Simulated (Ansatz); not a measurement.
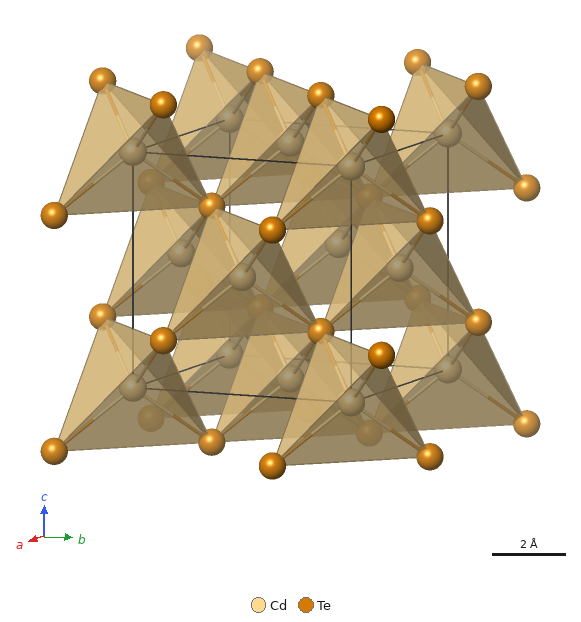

The input geometry (polyhedral view of the cell 4 times as large as that of the calculation, set on its symmetry axes, seen slightly off an axis; polyhedra are completed across the faces of the cell).

## Band-structure calculation, with input and output: CdTe

CdTe (F-43m, 2 atoms in the cell), computed with DFT, PBE, PAW with Ansatz's default frozen-core files, scalar-relativistic, no spin polarisation (Ansatz 0.2.0).

It belongs to a series of runs on one base structure; here: volume scaled by 1, PAW files.

## Log
```
Engine: ansatz 0.2.0, x86_64-unknown-linux-gnu
Pseudopotentials: kind: paw
Pseudopotential: Cd, paw, valence charge 20, recommended cutoff 420 eV (normal), Cd.paw.azcp
Pseudopotential: Te, paw, valence charge 16, recommended cutoff 420 eV (normal), Te.paw.azcp
Functional definition: PBE
  parameter kappa = 0.804
  parameter beta = 0.06672455060314922
  exchange = pbe_x(kappa = kappa, mu = beta*pi^2/3)
  correlation = pbe_c(beta = beta)
Crystal: 2 atoms, lattice volume = 70.712 Å³
Basis set: ecut = 420 eV, 1411 PW (Γ), exchange–correlation on 64×64×64 points (8 copies of the dense FFT grid, shifted against one another)
Bands: 22, of which v1, the nominal top of the filled ones, is band 18 counted from 1 (17 counted from 0)
Symmetry: 24 space group operations
Space group: F-43m (ITA 216), of the structure as read, at distance tolerance 4.1e-5 Å
k-points: 29 of 512 (time reversal used)
Non-local potential: Cd, projectors of the file, l = 0: 3, l = 1: 2, l = 2: 2, l = 3: 1
Non-local potential: Te, projectors of the file, l = 0: 2, l = 1: 2, l = 2: 2, l = 3: 2
PAW form: soft (Blöchl's): semilocal exchange-correlation on the pseudo side does not see the compensation charge
PAW one-centre angular grid: Cd, 590 points (default); XC on 64 Gauss nodes
PAW one-centre angular grid: Te, 590 points (default); XC on 64 Gauss nodes
Initial density: superposition of atomic densities (neutral atoms: chi_scale 0, normalization atom), corrected by the library's trained network
Initial wavefunctions: pseudopotential atomic-orbital guess
Functional: x = pbe(κ = 0.804, μ = 0.2195149727645171), c = pbe(β = 0.06672455060314922)
SCF iter   1: F=—  HF=-15235.334477 eV  |F-HF|=—  |Δ(HF+E_count)|=         —  Δρ=1.47e-3  dr2=3.86e-3  ethr=1.77e-3  ⟨swp⟩=6.2  Hψ=3050  notcnv=0
preconditioner: auto → none  [insulator: Δε(μ)=0.634 eV  Ē_g=11.261 eV  σ=0.030 eV  W_gap=1.00  n_scr=14 (ndim 8)  ℏωp=18.7 eV  f_vac=0.200  D(μ)=0.00/eV (n_scr^D=0)  ε∞_Penn≈3.8]
SCF iter   2: F=—  HF=-15235.333667 eV  |F-HF|=—  |Δ(HF+E_count)|=   8.10e-4  Δρ=5.46e-4  dr2=2.18e-4  ethr=1.07e-5  ⟨swp⟩=2.0  Hψ=1247  notcnv=0
SCF iter   3: F=—  HF=-15235.333723 eV  |F-HF|=—  |Δ(HF+E_count)|=   5.62e-5  Δρ=2.04e-4  dr2=3.13e-5  ethr=6.07e-7  ⟨swp⟩=3.0  Hψ=1164  notcnv=0
SCF iter   4: F=—  HF=-15235.333757 eV  |F-HF|=—  |Δ(HF+E_count)|=   3.35e-5  Δρ=8.92e-5  dr2=8.38e-6  ethr=8.70e-8  ⟨swp⟩=2.2  Hψ=963  notcnv=0
SCF iter   5: F=—  HF=-15235.333770 eV  |F-HF|=—  |Δ(HF+E_count)|=   1.37e-5  Δρ=2.51e-5  dr2=5.52e-7  ethr=2.33e-8  ⟨swp⟩=2.0  Hψ=899  notcnv=0
SCF iter   6: F=-15235.333772 eV  HF=-15235.333772 eV  |F-HF|=4.02e-8  |Δ(HF+E_count)|=   1.92e-6  Δρ=3.24e-6  dr2=9.30e-9  ethr=2.78e-10  ⟨swp⟩=11.7  Hψ=4575  notcnv=0
SCF 1 converged in 6 iterations: F = -15235.333772 eV  dr2 = 9.30e-9
  greatest PAW one-centre occupation: 1.000 electrons in one spin orbital (limit 2), on the Cd atom at site 0 (counted from 0), in its partial waves of l = 0
```

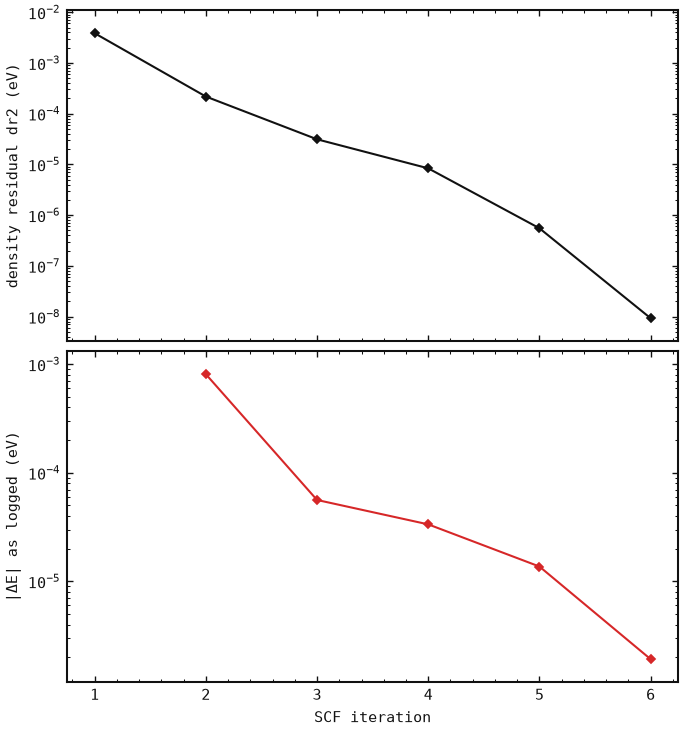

Convergence of the self-consistent field: density residual dr2 and size of the energy change against the SCF iteration. The residual falls at every step.

```
NSCF: frozen V_eff on 43 k-points
SCF converged after 6 iterations
Free energy (F): -15235.333772 eV
Harris-Foulkes:  -15235.333772 eV  (|F-HF|=4.02e-8)
Internal energy: -15235.333772 eV  (E = F + TS)
E sigma→0 (E₀):  -15235.333772 eV
Entropy (-TS):   -0.000000 eV (-0.000 meV/atom)
Fermi energy:    7.276666 eV
--- Per-component energies (eV) ---
  E_band       = -805.397697
  E_kinetic    = 685.010029
  E_local      = -5502.566992  (includes V_loc(G=0)·N_el)
  E_nonlocal   = -276.760381
  E_hartree    = 2767.516626
  E_xc         = -300.736215
  E_vxc        = -325.370432  (∫ρ·V_xc dr)
  E_paw        = -8745.968470  (= ΣΔE_a)
  E_vpaw       = -920.745838  (= ΣTr[D̂ρ^β])
  E_aug_tail   = -0.000169  (compensation charges beyond the density's cutoff)
  E_ewald      = -3861.828201
  E_smearing   = -0.000000  (= −TS)
  E_closure    = 0.000000  (closes the sum)
  Σ components = -15235.333772   (vs F -15235.333772, Δ=0.00e0)
--- Forces (eV/Å), atoms counted from 1 ---
  atom   1  Cd    -0.00000000     0.00000000    -0.00000000
  atom   2  Te     0.00000000    -0.00000000     0.00000000
  max |Σ_I F_I| component: 1.46e-16 eV/Å
--- Stress (GPa, compression-positive) ---
        0.917234       0.000000      -0.000000
        0.000000       0.917234       0.000000
       -0.000000       0.000000       0.917234
  P = ⅓ Tr σ = 0.9172 GPa (9.172 kbar)
--- Band table (eV; the first three rows and the last of 29) ---
  k-point 0: bands = ["-95.0969", "-56.1592", "-56.1592", "-56.1592", "-29.0081", "-29.0081", "-29.0081", "-29.0014", "-29.0014", "-4.0315", "-1.2229", "-1.2229", "-1.2229", "-0.9892", "-0.9892", "6.9300", "6.9300", "6.9300", "7.5878", "11.5719", "11.5719", "11.5719"]
  k-point 1: bands = ["-95.0969", "-56.1592", "-56.1592", "-56.1592", "-29.0081", "-29.0081", "-29.0081", "-29.0014", "-29.0014", "-3.9781", "-1.2130", "-1.2130", "-1.1792", "-0.9900", "-0.9900", "5.7354", "6.8038", "6.8038", "8.4767", "11.5311", "11.7722", "11.7722"]
  k-point 2: bands = ["-95.0969", "-56.1592", "-56.1592", "-56.1592", "-29.0082", "-29.0080", "-29.0080", "-29.0014", "-29.0014", "-3.8490", "-1.1909", "-1.1909", "-1.0356", "-0.9894", "-0.9894", "4.3094", "6.5345", "6.5345", "8.8571", "12.0989", "12.0989", "12.2241"]
  k-point 28: bands = ["-95.0969", "-56.1593", "-56.1593", "-56.1593", "-29.0081", "-29.0080", "-29.0076", "-29.0014", "-29.0012", "-3.5606", "-1.1131", "-1.1068", "-1.0148", "-0.9883", "-0.4716", "2.9320", "4.7608", "4.8954", "11.0521", "11.6288", "12.4527", "13.2640"]
--- Löwdin populations: 2 sites ---
  site symbol       q [e]
     0     Cd     18.8692
     1     Te     16.9187
  spilling = 0.005891 (of n_electrons = 36.000000)
```

## File rho_z.tsv
```
# z_ang	rho[e/angstrom^3]
# format = ansatz-planar-average/11
# lattice	0.000000000	3.282113556	3.282113556
# lattice	3.282113556	0.000000000	3.282113556
# lattice	3.282113556	3.282113556	0.000000000
# sites	2
# site	48	0.000000000	0.000000000	0.000000000
# site	52	4.923170334	4.923170334	4.923170334
0.000000	1.216877e0
0.145050	1.131323e0
0.290101	9.488738e-1
0.435151	7.189475e-1
0.580201	4.954163e-1
0.725251	3.164249e-1
0.870302	1.951289e-1
1.015352	1.239989e-1
1.160402	8.639476e-2
1.305453	6.750286e-2
1.450503	5.898994e-2
1.595553	5.697481e-2
1.740604	5.971015e-2
1.885654	6.662933e-2
2.030704	7.759418e-2
2.175754	9.309843e-2
2.320805	1.134031e-1
2.465855	1.403029e-1
2.610905	1.840255e-1
2.755956	2.617774e-1
2.901006	3.828265e-1
3.046056	5.365254e-1
3.191107	6.938792e-1
3.336157	8.186772e-1
3.481207	8.830541e-1
3.626257	8.826597e-1
3.771308	8.435110e-1
3.916358	8.131330e-1
4.061408	8.369124e-1
4.206459	9.314179e-1
4.351509	1.069165e0
4.496559	1.186368e0
```

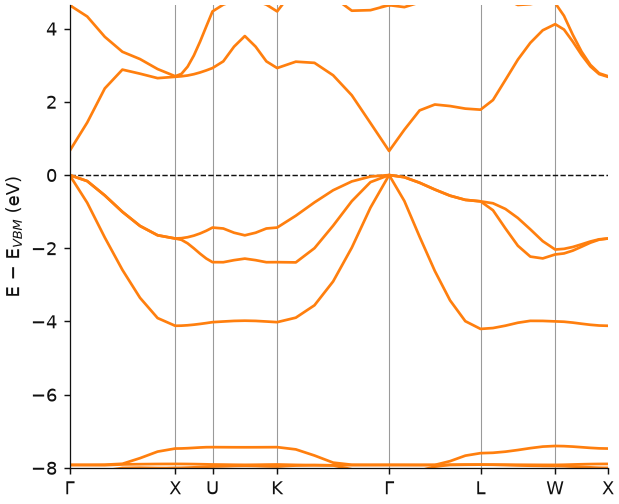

Band structure along Γ–X–U–K–Γ–L–W–X, with energies from the valence-band top. There is a gap of 0.66 eV on this path, direct, at Γ.

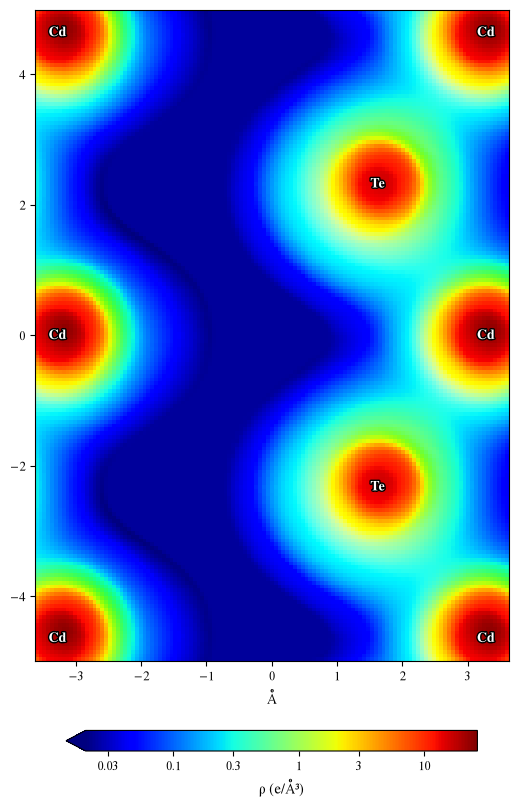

Valence electron density on the (101) plane of the conventional cell. The section cuts through Cd and Te sites. Cd–Te (2.84 Å): ρ at the midpoint is about 0.33 e/Å³. Away from the nuclei the density in this plane falls to 0.006 e/Å³ at its lowest. Core electrons are frozen (PAW), so the fields are smoothed inside the atomic spheres.

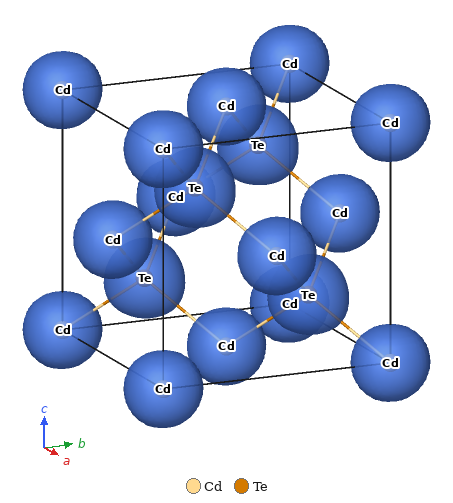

Isosurface of the valence electron density at 0.5 e/Å³ (blue), seen slightly off an axis. Sticks mark near contacts. The outline is the cell set on symmetry axes. At this value the density breaks into separate islands; it holds about 80 % of the electrons treated as valence (semicore included). It is pinched off along the Cd–Te (2.84 Å) contacts. On the grid the lowest density along these lines, outside the cores, is 0.32 e/Å³ (Cd–Te, 2.84 Å).

The run was set up as follows.

## Input
```yaml
crystal:
  lattice:
    - [0.0, 3.2821135562, 3.2821135562]
    - [3.2821135562, 0.0, 3.2821135562]
    - [3.2821135562, 3.2821135562, 0.0]
  atoms:
    - { symbol: Cd, position: [0.0, 0.0, 0.0] }
    - { symbol: Te, position: [0.75, 0.75, 0.75] }
kpoints:
  mp_grid: { grid: [8, 8, 8] }
  band_path:
    path:
      - [0.0, 0.0, 0.0]
      - [-0.5, -0.5, 0.0]
      - [-0.375, -0.375, 0.25]
      - [-0.375, 0.0, 0.375]
      - [0.0, 0.0, 0.0]
      - [0.0, 0.0, 0.5]
      - [-0.5, -0.25, 0.25]
      - [-0.5, -0.5, 0.0]
    npoints: 6
scf:
  occupations: { method: fermi_dirac, width: 0.03 }
hamiltonian:
  xc: pbe
  pseudopotentials: { kind: paw }
output:
  forces: true
  stress: true
  eigenvalues: true
  populations: true
  write_density: true
  write_potential: true
  elf: true
  volumetric_format: npy
```

Launched with:
```bash
ansatz run input.yaml --threads 1 --pin off --max-ram 2048MiB --backend cpu --events-out ev --progress --plain --runs-dir out
```

## Results in brief

- outcome: converged
- space group (tolerance 0.01 Å): F-43m (216)
- electrons treated: 36
- free energy: −15235.3338 eV
- Fermi energy: 7.277 eV
- pressure: 0.92 GPa
- electronic character: gap of 0.66 eV
- largest force (length of the vector): under 0.001 eV/Å
- hardware: 1 thread of Intel Xeon (Granite Rapids), 32 GiB of memory available, shared host
- wall time: 3.5 s
- peak memory: 0.43 GiB

## Notes

Spin-orbit coupling is left out, which matters for Te.
